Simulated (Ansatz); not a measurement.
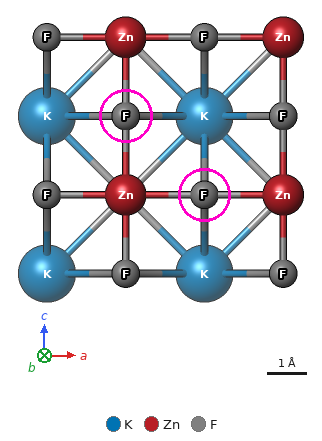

Perfect KZnF3. Style: ball-and-stick. Shown: the atoms within 5.1 Å of one point, in a slice 4.2 Å thick across the line of sight, along the b axis.

All numbers below come from DFT, PBEsol, PAW, plane waves (Ansatz). Set-up: plane-wave cutoff 420 eV; k-point mesh 1 × 1 × 1; mesh shifted by (0.25, 0.25, 0.25); no spin polarisation. Fermi-Dirac smearing of 0.01 eV. The axes drawn are those of the host's conventional cell.

A fluorine atom is replaced by zinc and an extra fluorine atom is put between the host's atoms (an interstitial), the two sites 3.5 Å apart at the ringed places, in charge state 0. The supercell has 40 sites, and the atoms are relaxed at the host's cell.

> Predict the relaxed surroundings of the defect.

In the host the F atom has 2 Zn at 2.03 Å; the Zn atom ends with 2 F at 2.00 Å. The F atom starts with 2 K at 2.02 to 2.03 Å, 4 F at 2.02 to 2.03 Å around its place and ends with 2 Zn at 2.00 to 2.12 Å, 1 F at 2.33 Å. Of the host's atoms, a fluorine atom moves furthest from its site, by 1.14 Å. The Zn atom itself moves 1.24 Å from where it was put. The F atom itself moves 0.85 Å from where it was put.

The relaxed defect, seen from the same direction:

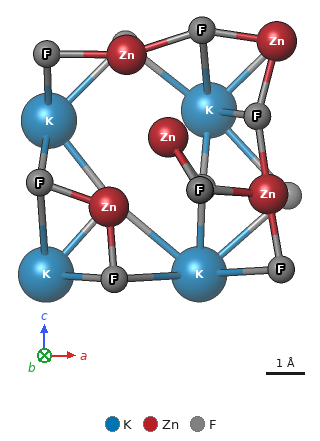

Limits of the set-up: the periodic images lie only 8.1 Å apart, so the values are limited by the cell's size.
